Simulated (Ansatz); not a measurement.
# NbN: geometry relaxation (part 2 of 2)

Continued. System: NbN (slab, 8 atoms in the cell). Method: DFT PBEsol, scalar-relativistic, plane waves, PAW, no spin polarisation (Ansatz 0.2.0); cutoff 420 eV, 9×9×1 k-mesh, Gaussian smearing of 0.1 eV. The structure derives from an entry of the Crystallography Open Database. The input holds or restrains some coordinates. Forces given for the steps count only the free coordinates. It belongs to a series of runs on one base structure; here: clean slab, lower half held.

Geometry of the input (Å; fractional positions):
```
3.0975  0.0000  0.0000
0.0000  3.0975  0.0000
0.0000  0.0000  23.5707
Nb 0.0000  0.0000  0.3606
N  0.5000  0.5000  0.3606
Nb 0.5000  0.5000  0.4535
N  0.0000  0.0000  0.4535
Nb 0.0000  0.0000  0.5465
N  0.5000  0.5000  0.5465
Nb 0.5000  0.5000  0.6394
N  0.0000  0.0000  0.6394
```

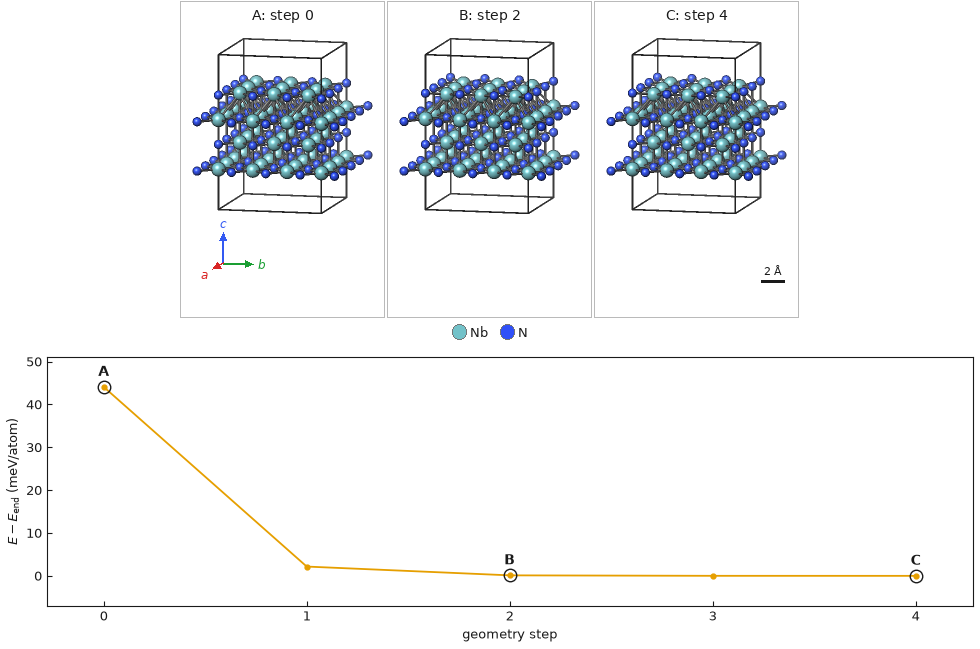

Figure 1. Frames of the restrained relaxation (ball-and-stick view of the 3 × 3 repeat of the cell, with the vacuum cut short, with bonded neighbours outside it, seen slightly off an axis) above the curves, on which the letters mark them (the first geometry is step 0 here and step 1 in the log).

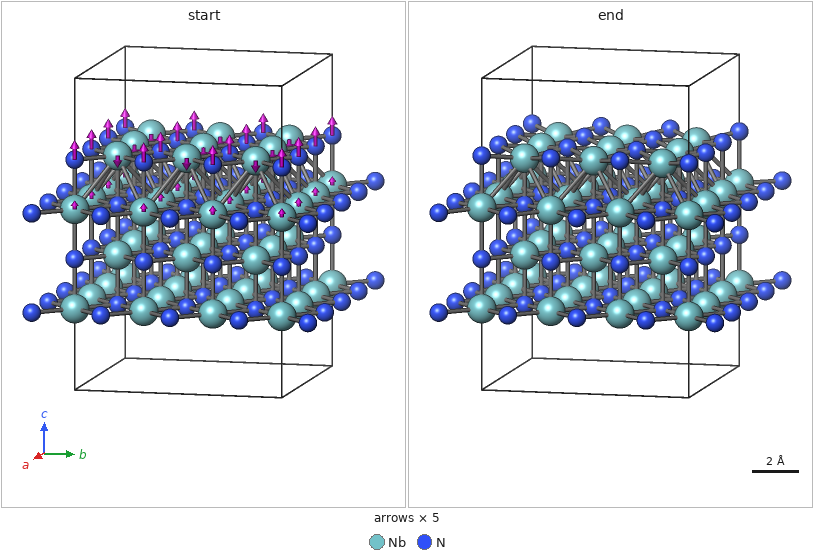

Figure 2. Before (left) and after (right) the restrained relaxation, at one scale (ball-and-stick view of the 3 × 3 repeat of the cell, with the vacuum cut short, with bonded neighbours outside it, seen slightly off an axis). The pink arrows give the displacements, magnified 5 times. The energy falls by 44.1 meV per atom in 4 geometry steps. Largest force component: 2.5 eV/Å at the start, 0.0035 eV/Å at the end. The largest move is that of N8, 0.18 Å. Largest moves by element: N 0.18 Å, Nb 0.11 Å. The lattice vectors keep their values. Among the contacts that change: Nb5–Nb7 3.097 → 2.965 Å, N6–Nb7 2.190 → 2.058 Å, Nb5–N8 2.190 → 2.287 Å, N4–Nb5 2.190 → 2.270 Å. Among the angles that change: Nb7–N8–Nb7 180.0° → 165.0°, Nb5–N8–Nb7 90.0° → 82.5°, Nb5–N6–Nb5 180.0° → 176.9°. (Atoms are counted from 1 in the order of the input.)

```
WARN: The output density's exchange-correlation potential varies sharply where the density is thin. Do not read a vacuum level from v_tot or v_xc, or from such a field of the output density. On a cell that repeats whose density bears no net charge and no dipole along the vacuum's axis use v_es (v_loc + v_h of the components); under efield.dipole_correction with no amplitude use v_es + v_field, which holds any external_charges[].barrier, or the levels of the report's work_function block, which leave it out; under a non-zero efield.amplitude the vacuum is tilted and has no level; on a cell that repeats and bears such a dipole with no correction it is tilted too, and efield.dipole_correction with no amplitude gives each side of its ramp a level where efield: is served; in a cell that repeats whose density bears a net charge (total_charge, or a fill off its count) it is curved and has none; of a slab under crystal.periodic whose density bears no net charge use v_es, which has a level on each side, short of where the two are joined; of another it falls or rises all the way out and has none; of a slab beside external_charges read slab_vacuum_level instead, which it has where they leave it neutral. The grid or the basis barely resolves most such structure, and the values can differ between equally converged runs; as a rule a tighter scf.convergence.dr2_threshold does not remove it. Where the density itself ripples (under the LDA too) a higher basis.ecutwfc lessens it. The files hold the spikes' plane waves up to the density's cutoff. Files: v_tot_of_output_density and the like, and their columns of v_z.tsv (output.write_potential); v_xc_of_output_density and the like, and their columns of v_comp_z.tsv (output.write_potential_components). Measured: with its Gaussian average of σ = 0.25 Å subtracted twice, the exchange-correlation potential is over 0.1 eV at 955 of the grid points where the equally averaged density (valence and model cores) is under 1e-3 e/Å³, and 0.370 eV at the most among them, at an averaged density of 8.2e-8 e/Å³. The input density's (outcome.potential() and, of a run that writes arrays, v_tot and v_xc) is over 0.1 eV, so measured, at 4 points of its own thin density, 0.263 eV at the most. See output.write_potential in the manual, Limitations
SCF converged after 6 iterations
Free energy (F): -19503.194422 eV
Harris-Foulkes:  -19503.194422 eV  (|F-HF|=2.66e-9)
Internal energy: -19503.169036 eV  (E = F + TS)
E sigma→0 (E₀):  -19503.181729 eV
Entropy (-TS):   -0.025387 eV (-3.173 meV/atom)
Fermi energy:    5.525689 eV
Dipole field:    D = 0.007689 V/Å  (p = 0.009609 e·Å, saw-weighted, corrected)
Work function:   Φ+ = 3.2949 eV   Φ− = 3.4761 eV
Levels:          The Fermi level and band energies are counted from a zero that moves with the ramp; work functions are not
--- Per-component energies (eV) ---
  E_band       = -1098.412967
  E_kinetic    = 2100.364154
  E_local      = -80499.827427  (includes V_loc(G=0)·N_el)
  E_nonlocal   = 663.002605
  E_hartree    = 39150.519657
  E_xc         = -937.035280
  E_vxc        = -1155.583496  (∫ρ·V_xc dr)
  E_paw        = -12557.965143  (= ΣΔE_a)
  E_vpaw       = -507.411717  (= ΣTr[D̂ρ^β])
  E_aug_tail   = 0.000375  (compensation charges beyond the density's cutoff)
  E_efield     = 0.000037  (sawtooth field / dipole correction)
  E_vefield    = -0.004261  (∫n·V_field dr)
  E_ewald      = 32576.904754
  E_core_change = 0.867231  (= ΣΔE_core)
  E_smearing   = -0.025387  (= −TS)
  E_closure    = 0.000000  (closes the sum)
  Σ components = -19503.194422   (vs F -19503.194422, Δ=0.00e0)
--- Forces (eV/Å), atoms counted from 1 ---
  atom   1  Nb     0.00000000    -0.00000000     2.44237640
  atom   2  N     -0.00000000     0.00000000    -1.34210632
  atom   3  Nb    -0.00000000     0.00000000    -0.81719772
  atom   4  N     -0.00000000    -0.00000000    -0.28359144
  atom   5  Nb    -0.00000000     0.00000000    -0.00294304
  atom   6  N      0.00000000     0.00000000     0.00353413
  atom   7  Nb     0.00000000    -0.00000000     0.00136582
  atom   8  N     -0.00000000    -0.00000000    -0.00141560
  max |Σ_I F_I| component: 2.22e-5 eV/Å
--- Band table (eV; the first three rows and the last of 15) ---
  k-point 0: bands = ["-50.6089", "-50.5165", "-50.4788", "-50.3051", "-27.0748", "-26.9028", "-26.6003", "-26.6003", "-26.5925", "-26.4777", "-26.4777", "-26.3781", "-26.3781", "-26.2579", "-26.1928", "-26.1928", "-11.6640", "-11.2028", "-10.5212", "-10.2416", "-1.2903", "-0.6145", "0.7518", "0.8218", "1.1434", "1.2380", "1.2380", "1.4537", "1.5489", "1.5489", "2.3815", "2.3815", "2.6820", "2.6820", "2.6936", "3.4654", "4.3236", "4.3236", "4.9893", "5.6537", "5.9324", "5.9324", "6.0986", "6.6411"]
  k-point 1: bands = ["-50.6001", "-50.5123", "-50.4708", "-50.3039", "-27.0586", "-26.9297", "-26.7115", "-26.6226", "-26.5840", "-26.4805", "-26.4620", "-26.4570", "-26.3733", "-26.2655", "-26.2123", "-26.1930", "-11.4898", "-11.0499", "-10.3601", "-10.0866", "-1.3665", "-0.7678", "0.0705", "0.4240", "0.7161", "0.7295", "0.9962", "1.0040", "1.2127", "1.4484", "1.7552", "2.0696", "2.3730", "2.7541", "3.5359", "4.0765", "4.3489", "4.3570", "5.1532", "5.7433", "5.9426", "6.7287", "6.8068", "6.9095"]
  k-point 2: bands = ["-50.5769", "-50.5036", "-50.4481", "-50.3019", "-27.0585", "-27.0072", "-26.9001", "-26.7549", "-26.5898", "-26.5411", "-26.5210", "-26.4196", "-26.3622", "-26.3409", "-26.2092", "-26.1966", "-11.0284", "-10.6489", "-9.9324", "-9.6754", "-1.6866", "-1.4665", "-0.6763", "-0.6077", "-0.2240", "0.0001", "0.0055", "0.0374", "0.6876", "0.6986", "0.8547", "1.0265", "3.4734", "3.8842", "4.5099", "4.6533", "4.6936", "5.1754", "5.5591", "5.9519", "6.1380", "7.1589", "7.3514", "7.7647"]
  k-point 14: bands = ["-50.4718", "-50.4606", "-50.3487", "-50.2620", "-27.1192", "-27.1149", "-26.9943", "-26.9700", "-26.8087", "-26.7692", "-26.6910", "-26.6475", "-26.6408", "-26.5479", "-26.5318", "-26.4073", "-11.0865", "-10.9485", "-10.1225", "-9.8226", "-0.7727", "-0.6082", "-0.3897", "-0.3036", "-0.1395", "0.0266", "0.5407", "0.6120", "0.9267", "1.2298", "1.5110", "1.8583", "2.0549", "2.4958", "3.9544", "4.0649", "6.5311", "6.5391", "7.1614", "7.5322", "8.2719", "8.3112", "8.3856", "8.5027"]
--- Relaxed structure (5 steps of the walk, 5 accepted, 0 SCFs on fresh bases) ---
  F+E_penalty+E_count = -19503.19442207 eV   max|allowed force component| = 3.534e-3 eV/Å
  atoms:
    - { symbol: Nb, position: [0.0, 0.0, 0.36061652180000003] }
    - { symbol: N, position: [0.5, 0.5, 0.36061652180000003] }
    - { symbol: Nb, position: [0.5, 0.5, 0.45353884060000005] }
    - { symbol: N, position: [0.0, 0.0, 0.45353884060000005] }
    - { symbol: Nb, position: [4.9995001014623516e-18, 0.0, 0.5498426901382751] }
    - { symbol: N, position: [0.5, 0.5, 0.5473141184322261] }
    - { symbol: Nb, position: [0.5, 0.5, 0.6346336696223556] }
    - { symbol: N, position: [1.1070783988366925e-17, 0.0, 0.6468714661175353] }
```

Trajectory as extended XYZ (Å, eV, eV/Å), 5 frames, from step=1 to step=5
```
8
Lattice="3.0975 0.0000 0.0000 0.0000 3.0975 0.0000 0.0000 0.0000 23.5707" Properties=species:S:1:pos:R:3:forces:R:3 step=1 energy=-19502.84177
Nb    0.0000    0.0000    8.5000    0.0000   0.0000   2.5335
N     1.5487    1.5487    8.5000    0.0000   0.0000  -1.3794
Nb    1.5487    1.5487   10.6902    0.0000   0.0000  -0.8689
N     0.0000    0.0000   10.6902    0.0000   0.0000  -0.9740
Nb    0.0000    0.0000   12.8805    0.0000   0.0000   0.8689
N     1.5487    1.5487   12.8805    0.0000   0.0000   0.9740
Nb    1.5487    1.5487   15.0707    0.0000   0.0000  -2.5335
N     0.0000    0.0000   15.0707    0.0000   0.0000   1.3794
8
Lattice="3.0975 0.0000 0.0000 0.0000 3.0975 0.0000 0.0000 0.0000 23.5707" Properties=species:S:1:pos:R:3:forces:R:3 step=2 energy=-19503.17707
Nb    0.0000    0.0000    8.5000    0.0000   0.0000   2.4448
N     1.5487    1.5487    8.5000    0.0000   0.0000  -1.3743
Nb    1.5487    1.5487   10.6902    0.0000   0.0000  -0.9431
N     0.0000    0.0000   10.6902    0.0000   0.0000  -0.4014
Nb    0.0000    0.0000   12.9580    0.0000   0.0000  -0.3848
N     1.5487    1.5487   12.8740    0.0000   0.0000  -0.0794
Nb    1.5487    1.5487   14.9135    0.0000   0.0000   0.4347
N     0.0000    0.0000   15.1845    0.0000   0.0000   0.3002
8
Lattice="3.0975 0.0000 0.0000 0.0000 3.0975 0.0000 0.0000 0.0000 23.5707" Properties=species:S:1:pos:R:3:forces:R:3 step=3 energy=-19503.19348
Nb    0.0000    0.0000    8.5000    0.0000   0.0000   2.4519
N     1.5487    1.5487    8.5000    0.0000   0.0000  -1.3510
Nb    1.5487    1.5487   10.6902    0.0000   0.0000  -0.8289
N     0.0000    0.0000   10.6902    0.0000   0.0000  -0.2790
Nb    0.0000    0.0000   12.9673    0.0000   0.0000  -0.0838
N     1.5487    1.5487   12.8985    0.0000   0.0000   0.0285
Nb    1.5487    1.5487   14.9603    0.0000   0.0000  -0.0375
N     0.0000    0.0000   15.2351    0.0000   0.0000   0.0993
8
Lattice="3.0975 0.0000 0.0000 0.0000 3.0975 0.0000 0.0000 0.0000 23.5707" Properties=species:S:1:pos:R:3:forces:R:3 step=4 energy=-19503.19435
Nb    0.0000    0.0000    8.5000    0.0000   0.0000   2.4404
N     1.5487    1.5487    8.5000    0.0000   0.0000  -1.3458
Nb    1.5487    1.5487   10.6902    0.0000   0.0000  -0.8312
N     0.0000    0.0000   10.6902    0.0000   0.0000  -0.2963
Nb    0.0000    0.0000   12.9571    0.0000   0.0000   0.0220
N     1.5487    1.5487   12.8976    0.0000   0.0000   0.0393
Nb    1.5487    1.5487   14.9573    0.0000   0.0000  -0.0244
N     0.0000    0.0000   15.2459    0.0000   0.0000  -0.0040
8
Lattice="3.0975 0.0000 0.0000 0.0000 3.0975 0.0000 0.0000 0.0000 23.5707" Properties=species:S:1:pos:R:3:forces:R:3 step=5 energy=-19503.19442
Nb    0.0000    0.0000    8.5000    0.0000   0.0000   2.4424
N     1.5487    1.5487    8.5000    0.0000   0.0000  -1.3421
Nb    1.5487    1.5487   10.6902    0.0000   0.0000  -0.8172
N     0.0000    0.0000   10.6902    0.0000   0.0000  -0.2836
Nb    0.0000    0.0000   12.9602    0.0000   0.0000  -0.0029
N     1.5487    1.5487   12.9006    0.0000   0.0000   0.0035
Nb    1.5487    1.5487   14.9588    0.0000   0.0000   0.0014
N     0.0000    0.0000   15.2472    0.0000   0.0000  -0.0014
```

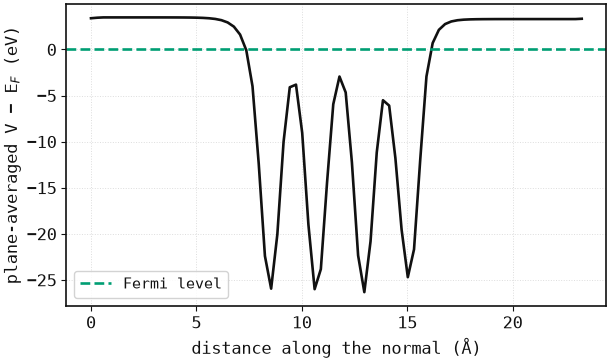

Figure 3. Plane average of the electrostatic potential energy of an electron across the cell, from the Fermi level. The vacuum level lies 3.29 eV above the Fermi level on the upper side and 3.48 eV on the lower.

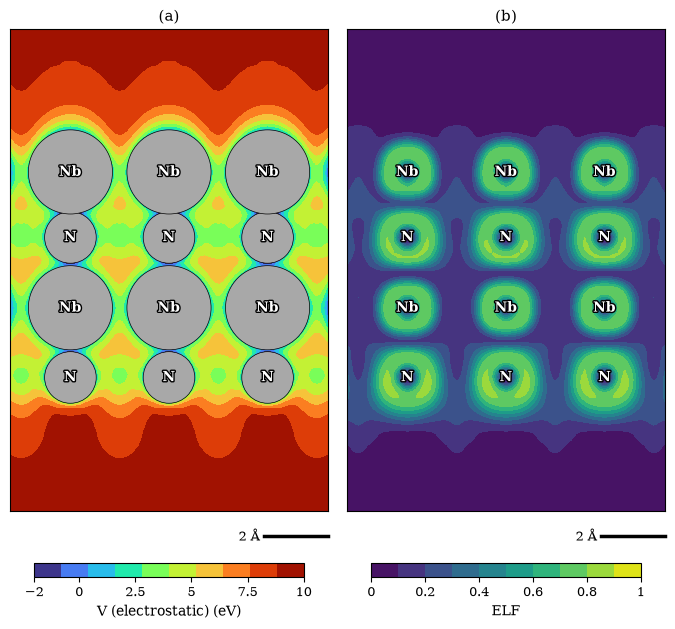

Figure 4. (a) electrostatic potential (local pseudopotential plus Hartree) felt by an electron; (b) ELF on the (010) plane of the calculation cell, a cut from vacuum to vacuum. Grey discs, where drawn, cover atomic cores. The section cuts through N and Nb sites. Nb–N (2.06 Å): the ELF is about 0.25 at the midpoint; no shared pair; the contact is polar. Nb–N (2.19 Å): the ELF is about 0.20 at the midpoint; a polar contact without a shared pair, in a metal. The strong features right at Nb lie inside the PAW spheres (semicore, d or f shells) and say nothing about bonding. In a PAW calculation such maps are meaningful between the atoms, not at the nuclei.

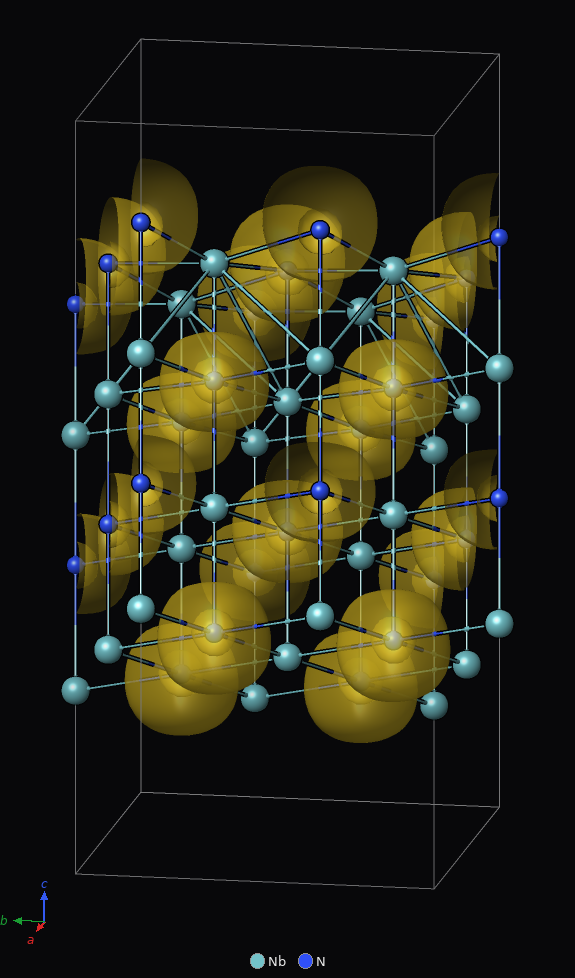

Figure 5. Isosurface of the ELF at 0.6 (yellow), seen at an oblique angle. Core shells and regions of very low density are left out. Sticks mark near contacts. Values along the shortest contacts: Nb–N (2.06 Å): the ELF is about 0.25 at the midpoint (a polar contact without a shared pair, in a metal). Nb–Nb (2.97 Å): the ELF is about 0.20 at the midpoint (no shared electron pair).
